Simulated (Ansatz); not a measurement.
**Single-point calculation, with input and output: WSe2**

- system: WSe2 (9 atoms in the cell)
- method: DFT PBEsol, scalar-relativistic, plane waves, PAW, no spin polarisation (Ansatz 0.2.0)

The structure derives from a Materials Project entry. It belongs to a series of runs on one base structure; here: mode 4 (9.6 1/cm) frozen in, largest displacement +0.300 A.

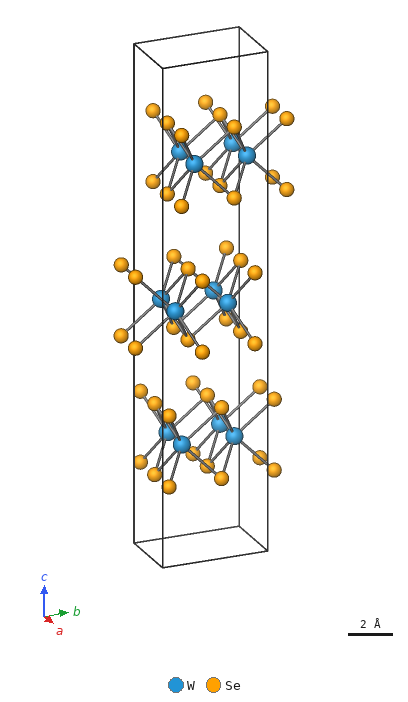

*The input geometry (ball-and-stick view of the 2 × 2 repeat of the cell, with the vacuum cut short, seen slightly off an axis; bonded neighbours outside the cell are drawn too). An atom can appear more than once, as a periodic image.*

Near neighbours in the periodic cell (some may lie outside the picture): W has 6 Se at 2.52 to 2.53 Å; Se has 3 W at 2.52 to 2.53 Å.

## Results in brief

- outcome: converged
- space group (tolerance 0.01 Å): Cm (8)
- electrons treated: 138
- free energy: −63320.2499 eV
- Fermi energy: 7.513 eV
- gap on the k-point mesh: 1.24 eV
- pressure: 0.02 GPa
- largest force (length of the vector): 0.020 eV/Å
- hardware: 2 threads of Arm Neoverse V1, 24 GiB of memory available, shared host
- wall time: 83 s (CPU time 2.8 min)
- peak memory: 0.98 GiB

## Remarks

The program warns: the exchange-correlation potential is rough where the density is thin. Spin–orbit coupling is left out, which matters for W.

## The input
```yaml
crystal:
  lattice:
    - [3.2709028869, 0.0, 0.0]
    - [-1.6354514434, 2.8326849934, 0.0]
    - [0.0, 0.0, 29.1847510368]
  atoms:
    - { symbol: W, position: [0.6666666667, 0.3333333333, 0.0] }
    - { symbol: W, position: [0.2805949549, 0.5611899098, 0.7734641584] }
    - { symbol: W, position: [0.3860717118, 0.7721434236, 0.2265358416] }
    - { symbol: Se, position: [0.3338171455, 0.667634291, 0.0573689676] }
    - { symbol: Se, position: [0.6141969039, 0.2283938077, 0.8308403025] }
    - { symbol: Se, position: [0.7196199602, 0.4392399204, 0.2838341571] }
    - { symbol: Se, position: [0.3328495212, 0.6656990423, 0.9426310324] }
    - { symbol: Se, position: [0.6137133731, 0.2274267462, 0.7161658429] }
    - { symbol: Se, position: [0.7191364295, 0.4382728589, 0.1691596975] }
basis:
  ecutwfc: 420
kpoints:
  mp_grid: { grid: [12, 12, 1] }
hamiltonian:
  xc: pbesol
scf:
  occupations: { method: gaussian, width: 0.05 }
output:
  forces: true
  stress: true
  eigenvalues: true
  write_density: true
  write_potential: true
  elf: true
  volumetric_format: npy
```

Run as:
```bash
ansatz run input.yaml --threads 2 --pin off --max-ram 5120MiB --backend cpu --events-out ev --progress --plain --runs-dir out
```

## Log
```
Engine: ansatz 0.2.0, aarch64-unknown-linux-gnu
Pseudopotentials: kind: paw
Pseudopotential: W, paw, valence charge 14, recommended cutoff 420 eV (normal), W.paw.azcp
Pseudopotential: Se, paw, valence charge 16, recommended cutoff 420 eV (normal), Se.paw.azcp
Functional definition: PBEsol
  exchange = pbesol_x
  correlation = pbesol_c
Crystal: 9 atoms, lattice volume = 270.409 Å³
Basis set: ecut = 420 eV, 5413 PW (Γ), exchange–correlation on 48×48×400 points (8 copies of the dense FFT grid, shifted against one another)
Bands: 83, of which v1, the nominal top of the filled ones, is band 69 counted from 1 (68 counted from 0)
Symmetry: 2 space group operations
Space group: Cm (ITA 8), of the structure as read, at distance tolerance 6.5e-5 Å
k-points: 43 of 144 (time reversal used)
Non-local potential: W, projectors of the file, l = 0: 3, l = 1: 2, l = 2: 2, l = 3: 1
Non-local potential: Se, projectors of the file, l = 0: 2, l = 1: 2, l = 2: 3, l = 3: 1
PAW form: soft (Blöchl's): semilocal exchange-correlation on the pseudo side does not see the compensation charge
PAW frozen core: W, regenerated for the run's functional, and the local potential with it (the file was generated under x = pbe(κ = 0.804, μ = 0.2195149727645171), c = pbe(β = 0.06672455060314922))
PAW frozen core: Se, regenerated for the run's functional, and the local potential with it (the file was generated under x = pbe(κ = 0.804, μ = 0.2195149727645171), c = pbe(β = 0.06672455060314922))
PAW one-centre angular grid: W, 590 points (default); XC on 64 Gauss nodes
PAW one-centre angular grid: Se, 590 points (default); XC on 64 Gauss nodes
Initial density: superposition of atomic densities (neutral atoms: chi_scale 0, normalization atom), corrected by the library's trained network
Initial wavefunctions: pseudopotential atomic-orbital guess
Functional: x = pbesol(κ = 0.804, μ = 0.12345679012345678), c = pbesol(β = 0.046)
SCF iter   1: F=—  HF=-63320.253011 eV  |F-HF|=—  |Δ(HF+E_count)|=         —  Δρ=4.39e-3  dr2=9.70e-2  ethr=1.77e-3  ⟨swp⟩=7.7  Hψ=13703  notcnv=0  defer=16
preconditioner: auto → Resta (q_TF=auto, 2.439 Å⁻¹)  ε∞=4.6  [insulator: Δε(μ)=1.214 eV  Ē_g=8.759 eV  σ=0.050 eV  W_gap=1.00  n_scr=76 (ndim 8)  ℏωp=16.6 eV  f_vac=0.343  D(μ)=0.00/eV (n_scr^D=0)  ε∞_Penn≈4.6  vacuum switching on, ρ_ref=5.6e-3 e/Å³]
SCF iter   2: F=—  HF=-63320.247853 eV  |F-HF|=—  |Δ(HF+E_count)|=   5.16e-3  Δρ=2.45e-3  dr2=2.17e-2  ethr=7.03e-5  ⟨swp⟩=2.0  Hψ=5625  notcnv=0  defer=242
SCF iter   3: F=—  HF=-63320.248141 eV  |F-HF|=—  |Δ(HF+E_count)|=   2.88e-4  Δρ=1.50e-3  dr2=2.89e-3  ethr=1.58e-5  ⟨swp⟩=2.0  Hψ=4211  notcnv=0  defer=242
SCF iter   4: F=—  HF=-63320.250073 eV  |F-HF|=—  |Δ(HF+E_count)|=   1.93e-3  Δρ=3.88e-4  dr2=8.37e-4  ethr=2.10e-6  ⟨swp⟩=2.9  Hψ=5798  notcnv=0  defer=242
SCF iter   5: F=—  HF=-63320.250119 eV  |F-HF|=—  |Δ(HF+E_count)|=   4.54e-5  Δρ=9.33e-5  dr2=5.17e-5  ethr=6.06e-7  ⟨swp⟩=2.1  Hψ=4254  notcnv=0  defer=242
SCF iter   6: F=—  HF=-63320.249884 eV  |F-HF|=—  |Δ(HF+E_count)|=   2.35e-4  Δρ=3.79e-5  dr2=8.55e-6  ethr=3.74e-8  ⟨swp⟩=2.3  Hψ=5998  notcnv=0  defer=242
SCF iter   7: F=—  HF=-63320.249887 eV  |F-HF|=—  |Δ(HF+E_count)|=   3.24e-6  Δρ=1.54e-5  dr2=1.44e-6  ethr=6.20e-9  ⟨swp⟩=2.0  Hψ=4713  notcnv=0  defer=242
SCF iter   8: F=—  HF=-63320.249888 eV  |F-HF|=—  |Δ(HF+E_count)|=   8.87e-7  Δρ=5.81e-6  dr2=2.94e-7  ethr=1.04e-9  ⟨swp⟩=2.0  Hψ=4474  notcnv=0  defer=242
SCF iter   9: F=—  HF=-63320.249888 eV  |F-HF|=—  |Δ(HF+E_count)|=   7.78e-8  Δρ=4.70e-6  dr2=1.81e-7  ethr=7.25e-11  ⟨swp⟩=19.2  Hψ=29226  notcnv=0
SCF iter  10: F=-63320.249888 eV  HF=-63320.249888 eV  |F-HF|=1.72e-9  |Δ(HF+E_count)|=   1.18e-8  Δρ=1.21e-6  dr2=5.56e-9  ethr=7.25e-11  ⟨swp⟩=9.3  Hψ=24121  notcnv=0
SCF 1 converged in 10 iterations: F = -63320.249888 eV  dr2 = 5.56e-9
  greatest PAW one-centre occupation: 1.000 electrons in one spin orbital (limit 2), on the Se atom at site 6 (counted from 0), in its partial waves of l = 2
```

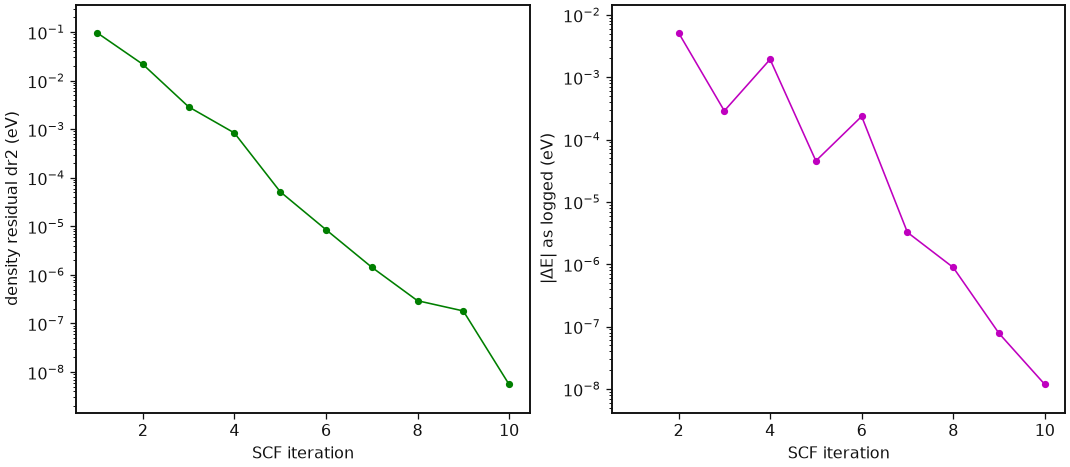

*Convergence of the self-consistent field: density residual dr2 and size of the energy change against the SCF iteration.*

The residual falls at every step.

```
WARN: The output density's exchange-correlation potential varies sharply where the density is thin. Do not read a vacuum level from v_tot or v_xc, or from such a field of the output density. On a cell that repeats whose density bears no net charge and no dipole along the vacuum's axis use v_es (v_loc + v_h of the components); under efield.dipole_correction with no amplitude use v_es + v_field, which holds any external_charges[].barrier, or the levels of the report's work_function block, which leave it out; under a non-zero efield.amplitude the vacuum is tilted and has no level; on a cell that repeats and bears such a dipole with no correction it is tilted too, and efield.dipole_correction with no amplitude gives each side of its ramp a level where efield: is served; in a cell that repeats whose density bears a net charge (total_charge, or a fill off its count) it is curved and has none; of a slab under crystal.periodic whose density bears no net charge use v_es, which has a level on each side, short of where the two are joined; of another it falls or rises all the way out and has none; of a slab beside external_charges read slab_vacuum_level instead, which it has where they leave it neutral. The grid or the basis barely resolves most such structure, and the values can differ between equally converged runs; as a rule a tighter scf.convergence.dr2_threshold does not remove it. Where the density itself ripples (under the LDA too) a higher basis.ecutwfc lessens it. The files hold the spikes' plane waves up to the density's cutoff. Files: v_tot_of_output_density and the like, and their columns of v_z.tsv (output.write_potential); v_xc_of_output_density and the like, and their columns of v_comp_z.tsv (output.write_potential_components). Measured: with its Gaussian average of σ = 0.25 Å subtracted twice, the exchange-correlation potential is over 0.1 eV at 563 of the grid points where the equally averaged density (valence and model cores) is under 1e-3 e/Å³, and 0.516 eV at the most among them, at an averaged density of 9.0e-8 e/Å³. See output.write_potential in the manual, Limitations
SCF converged after 10 iterations
Free energy (F): -63320.249888 eV
Harris-Foulkes:  -63320.249888 eV  (|F-HF|=1.72e-9)
Internal energy: -63320.249888 eV  (E = F + TS)
E sigma→0 (E₀):  -63320.249888 eV
Fermi energy:    7.512840 eV
--- Per-component energies (eV) ---
  E_band       = -3337.485294
  E_kinetic    = 2070.240982
  E_local      = -119942.187507  (includes V_loc(G=0)·N_el)
  E_nonlocal   = -3543.141772
  E_hartree    = 59232.263324
  E_xc         = -1419.264760
  E_vxc        = -1309.221063  (∫ρ·V_xc dr)
  E_paw        = -36516.921897  (= ΣΔE_a)
  E_vpaw       = 922.323392  (= ΣTr[D̂ρ^β])
  E_aug_tail   = -0.003817  (compensation charges beyond the density's cutoff)
  E_ewald      = 36792.049480
  E_core_change = 6.716079  (= ΣΔE_core)
  E_smearing   = -0.000000  (= −TS)
  E_closure    = 0.000000  (closes the sum)
  Σ components = -63320.249888   (vs F -63320.249888, Δ=0.00e0)
--- Forces (eV/Å), atoms counted from 1 ---
  atom   1  W     -0.00000000    -0.00357554     0.00097252
  atom   2  W      0.00000000     0.01968895    -0.00225700
  atom   3  W     -0.00000000    -0.01604456     0.00128814
  atom   4  Se    -0.00000000    -0.00558862    -0.01000979
  atom   5  Se     0.00000000     0.01162558    -0.01262801
  atom   6  Se    -0.00000000    -0.00811000     0.00004693
  atom   7  Se    -0.00000000    -0.00355601     0.01318422
  atom   8  Se     0.00000000     0.00818002    -0.00001836
  atom   9  Se    -0.00000000    -0.00261987     0.00941933
  max |Σ_I F_I| component: 2.03e-6 eV/Å
--- Stress (GPa, compression-positive) ---
        0.010836      -0.000000      -0.000000
       -0.000000      -0.002468      -0.263598
       -0.000000      -0.263598       0.055582
  P = ⅓ Tr σ = 0.0213 GPa (0.213 kbar)
--- Band table (eV; the first three rows and the last of 43) ---
  k-point 0: bands = ["-67.1270", "-67.1243", "-67.1243", "-40.8004", "-40.8004", "-40.7998", "-40.7997", "-40.7952", "-40.7952", "-40.7950", "-40.7949", "-40.7825", "-40.7825", "-40.7825", "-40.7825", "-40.7713", "-40.7713", "-40.7700", "-40.7700", "-40.7659", "-40.7659", "-40.7657", "-40.7656", "-40.7594", "-40.7572", "-40.7535", "-40.7535", "-40.7493", "-40.7492", "-40.7492", "-40.7492", "-40.7353", "-40.7353", "-31.4281", "-31.4254", "-31.4253", "-31.2732", "-31.2731", "-31.2705", "-31.2705", "-31.2704", "-31.2704", "-8.2290", "-8.1560", "-8.0866", "-6.9874", "-6.8577", "-6.7486", "0.0606", "0.3909", "0.7401", "3.7451", "4.4108", "4.4111", "4.4165", "4.4169", "4.4206", "4.4211", "4.4439", "5.2691", "5.5643", "5.5655", "5.5797", "5.5799", "5.5914", "5.5929", "6.0876", "6.6027", "6.8922", "9.7613", "9.7654", "9.8078", "9.8080", "9.8224", "9.8231", "9.9379", "9.9418", "9.9935", "9.9938", "10.0425", "10.0492", "11.2252", "11.4120"]
  k-point 1: bands = ["-67.1263", "-67.1235", "-67.1235", "-40.8003", "-40.8001", "-40.7997", "-40.7994", "-40.7952", "-40.7949", "-40.7949", "-40.7947", "-40.7826", "-40.7825", "-40.7822", "-40.7822", "-40.7713", "-40.7713", "-40.7702", "-40.7701", "-40.7660", "-40.7659", "-40.7658", "-40.7657", "-40.7592", "-40.7570", "-40.7533", "-40.7533", "-40.7494", "-40.7494", "-40.7493", "-40.7493", "-40.7352", "-40.7351", "-31.4246", "-31.4218", "-31.4218", "-31.2903", "-31.2877", "-31.2876", "-31.2770", "-31.2744", "-31.2743", "-8.1210", "-8.0481", "-7.9788", "-6.9297", "-6.8030", "-6.6969", "0.1977", "0.5265", "0.8772", "3.6275", "4.0859", "4.0948", "4.1015", "4.2428", "4.5146", "4.5224", "4.5284", "4.8008", "5.3791", "5.3968", "5.4117", "5.5195", "5.5692", "5.7804", "6.1054", "6.5584", "6.7730", "9.4836", "9.5364", "9.5501", "9.5612", "9.6105", "9.6823", "9.7619", "9.8352", "9.9025", "9.9684", "10.0038", "10.0324", "11.4947", "11.7398"]
  k-point 2: bands = ["-67.1242", "-67.1215", "-67.1214", "-40.8002", "-40.7998", "-40.7992", "-40.7986", "-40.7952", "-40.7949", "-40.7940", "-40.7938", "-40.7826", "-40.7825", "-40.7813", "-40.7813", "-40.7715", "-40.7715", "-40.7708", "-40.7702", "-40.7664", "-40.7661", "-40.7661", "-40.7658", "-40.7588", "-40.7566", "-40.7529", "-40.7529", "-40.7497", "-40.7497", "-40.7495", "-40.7494", "-40.7347", "-40.7347", "-31.4149", "-31.4122", "-31.4121", "-31.3369", "-31.3343", "-31.3342", "-31.2878", "-31.2852", "-31.2851", "-7.8106", "-7.7387", "-7.6701", "-6.7641", "-6.6465", "-6.5494", "0.5799", "0.9015", "1.2533", "3.2922", "3.3027", "3.3294", "3.3405", "3.7530", "4.0717", "4.8002", "4.8132", "4.8252", "4.9491", "4.9712", "4.9889", "5.2362", "5.3978", "5.7179", "6.0313", "6.2743", "6.3678", "8.7439", "8.9327", "9.1641", "9.2973", "9.4427", "9.4984", "9.5241", "9.5977", "9.5982", "10.3439", "10.4129", "10.4647", "11.9222", "12.2044"]
  k-point 42: bands = ["-67.1157", "-67.1130", "-67.1129", "-40.7995", "-40.7985", "-40.7966", "-40.7962", "-40.7940", "-40.7939", "-40.7916", "-40.7913", "-40.7814", "-40.7813", "-40.7789", "-40.7789", "-40.7730", "-40.7724", "-40.7714", "-40.7709", "-40.7675", "-40.7673", "-40.7667", "-40.7665", "-40.7572", "-40.7548", "-40.7512", "-40.7512", "-40.7509", "-40.7508", "-40.7501", "-40.7501", "-40.7330", "-40.7330", "-31.4776", "-31.4750", "-31.4750", "-31.3792", "-31.3766", "-31.3765", "-31.3751", "-31.3724", "-31.3723", "-6.1603", "-6.1165", "-6.0765", "-5.8930", "-5.8436", "-5.8088", "1.1082", "1.1486", "1.1668", "1.6570", "1.7058", "1.7503", "2.5202", "2.6112", "2.7303", "3.0550", "3.2756", "3.4153", "3.4473", "3.5526", "3.6166", "4.7197", "4.8075", "4.8864", "6.1863", "6.2400", "6.2806", "8.5688", "8.8160", "9.1020", "9.3941", "9.5846", "9.6814", "9.6822", "9.8563", "10.0548", "11.1366", "11.4369", "11.7810", "12.6889", "13.0302"]
```

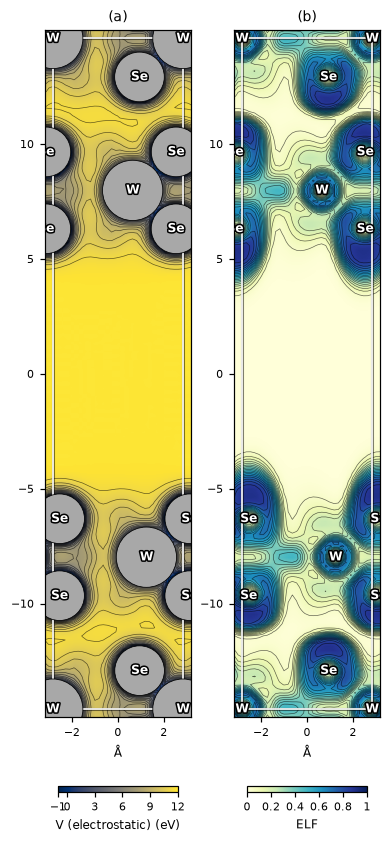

*(a) electrostatic potential (local pseudopotential plus Hartree) felt by an electron; (b) ELF on the (010) plane of the conventional cell. Grey discs, where drawn, cover atomic cores.*

The section cuts through W and Se sites. W–Se (2.52 Å): the ELF is about 0.55 at the midpoint. The strong features right at W lie inside the PAW spheres (semicore, d or f shells) and say nothing about bonding. Outside the cores the potential energy rises away from the atoms and is highest about 2.7 Å from the nearest atoms; outside the discs it spans about 12 eV, and its zero is arbitrary. Core electrons are frozen (PAW), so the fields are smoothed inside the atomic spheres.

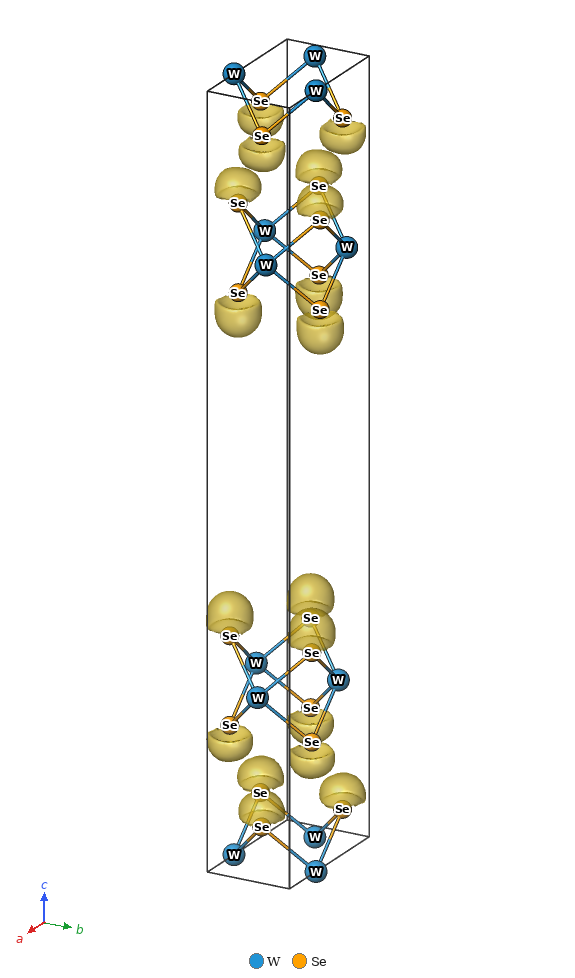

*Isosurface of the ELF at 0.8 (yellow), seen at an oblique angle. Only the valence region is drawn (cores and ρ < 0.01 e/Å³ removed). Sticks mark near contacts. The outline is the cell set on symmetry axes.*

Profiles from the grid: W–Se (2.52 Å): the ELF is about 0.55 at the midpoint.
